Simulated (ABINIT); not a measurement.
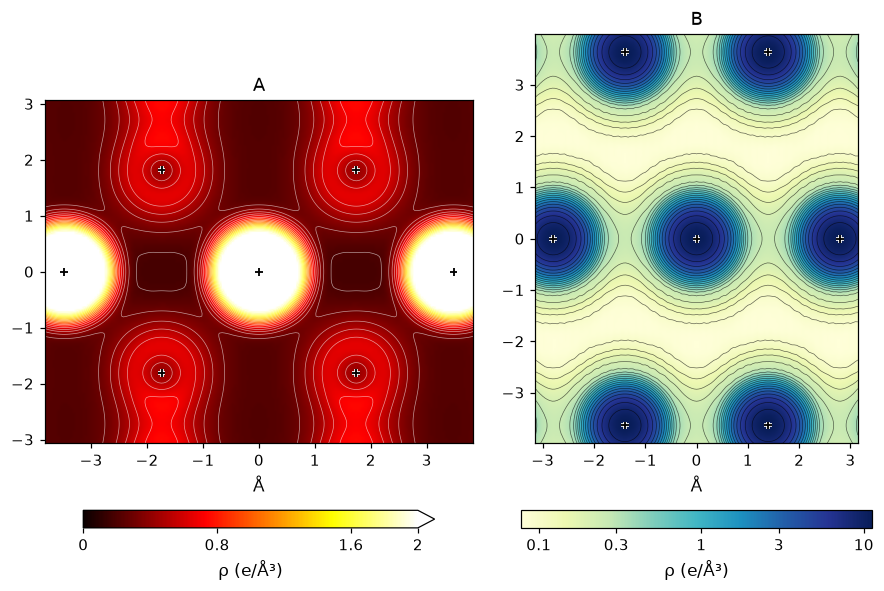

The valence electron density of 2 systems, each on a plane through atoms (crosses mark nuclei in the plane).

All numbers below come from Kohn-Sham DFT of a periodic cell, HCTH407, JTH PAW PBE v2.0 in ABINIT 10.8.3.

System 1: HfB$_{2}$, the (110) plane of the conventional cell. Space group P6/mmm; computed pressure about −8 GPa in this cell.

```
Hf B
1.0
     3.14000    0.00000    0.00000
    -1.57000    2.71932    0.00000
     0.00000    0.00000    3.48000
Hf B
1 2
Direct
  0.00000 0.00000 0.00000
  0.66667 0.33333 0.50000
  0.33333 0.66667 0.50000
```

System 2: Ge, the (110) plane of the conventional cell. Space group I4₁/amd; a structure from a database of computed crystals, not necessarily the ambient phase; computed pressure about 3 GPa in this cell.

```cif
data_structure
_symmetry_space_group_name_H-M 'P 1'
_symmetry_Int_Tables_number 1
_cell_length_a 5.1490
_cell_length_b 5.1490
_cell_length_c 2.7948
_cell_angle_alpha 90.000
_cell_angle_beta 90.000
_cell_angle_gamma 90.000
_cell_volume 74.10
loop_
_atom_site_label
_atom_site_type_symbol
_atom_site_fract_x
_atom_site_fract_y
_atom_site_fract_z
_atom_site_occupancy
Ge1 Ge 0.00000 0.00000 0.50000 1
Ge2 Ge 0.50000 0.50000 0.00000 1
Ge3 Ge 0.50000 0.00000 0.25000 1
Ge4 Ge 0.00000 0.50000 0.75000 1
```

Match each panel to its system.

Answer. Panel A is system 1, HfB$_{2}$: the plane holds Hf and B. Hf–B (2.51 Å): the density is about 0.32 e/Å³ at the midpoint. Panel B is system 2, Ge: the plane holds Ge. Ge–Ge (2.79 Å): ρ at the midpoint is about 0.26 e/Å³.
